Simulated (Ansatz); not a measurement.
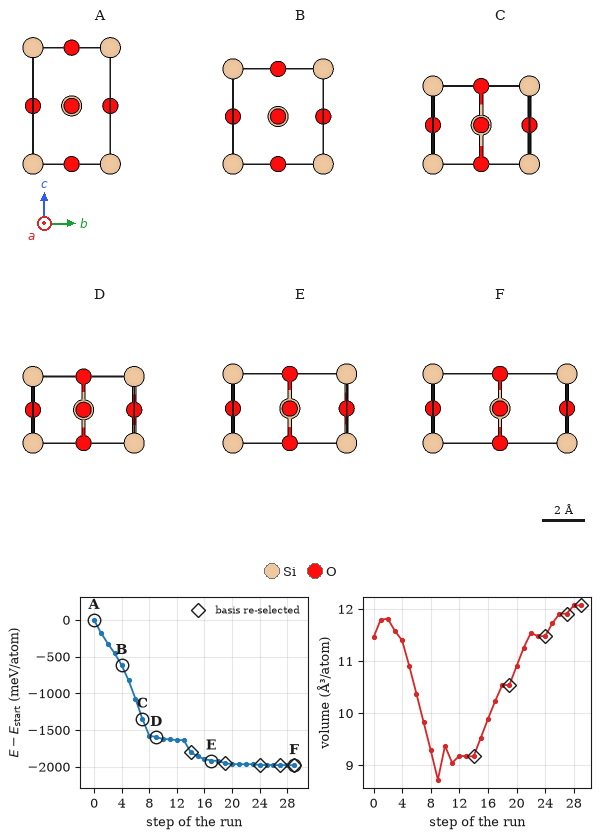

Frames of a relaxation of solid SiO₂ (a generated structure, set up in Immm) (coarse preliminary run), marked on the history of the run. A ball-and-stick model of the conventional cell (2 times the calculation's cell), seen along the a axis. Lengths and directions refer to the drawn axes.

Computed with DFT PBE, scalar-relativistic, plane waves, PAW (Ansatz 0.2.0). Set-up: plane-wave cutoff 420 eV; k-point mesh 8 × 8 × 8; occupations gaussian; smearing width 0.1 eV; no spin polarisation; cell and atoms relaxed; force threshold 0.04 eV/Å; at most 70 steps.

Describe the path.

Answer. The energy falls by 1978 meV per atom in 24 accepted moves (29 points after the start). All forces vanish by symmetry, so only the cell relaxes. Pressure: 22.84 GPa at the start and 0.06 GPa at the end. The SCF was repeated 5 times at an unchanged geometry on a basis and grid sized afresh for the cell, which shifted the energy by 161 meV per atom at most. The atoms keep their places relative to the cell (all moves are under 0.005 Å). The drawn cell changes as follows: a 3.268 → 3.343 Å (+2.3 %), b 3.739 → 6.479 Å (+73.3 %), c 5.625 → 3.343 Å (−40.6 %); the volume changes by +5.3 %. Among the contacts that change: O–Si 2.812 → 1.672 Å, O–Si 1.634 → 1.672 Å. New bonds form: O–Si (2.81 → 1.67 Å). The space group (tolerance 0.01 Å) goes from Immm (No. 71) to I4/mmm (No. 139). The run took 2.9 min on 1 thread of AMD EPYC (Zen 3) (shared host), peak memory 0.36 GiB. From step 0 to 4: volume −0.5 %, energy −614 meV per atom. From step 4 to 7: volume −13.7 %, energy −730 meV per atom. From step 7 to 9: volume −11.3 %, energy −250 meV per atom. From step 9 to 17: volume +17.2 %, energy −320 meV per atom. From step 17 to 29: volume +18.0 %, energy −63.6 meV per atom.
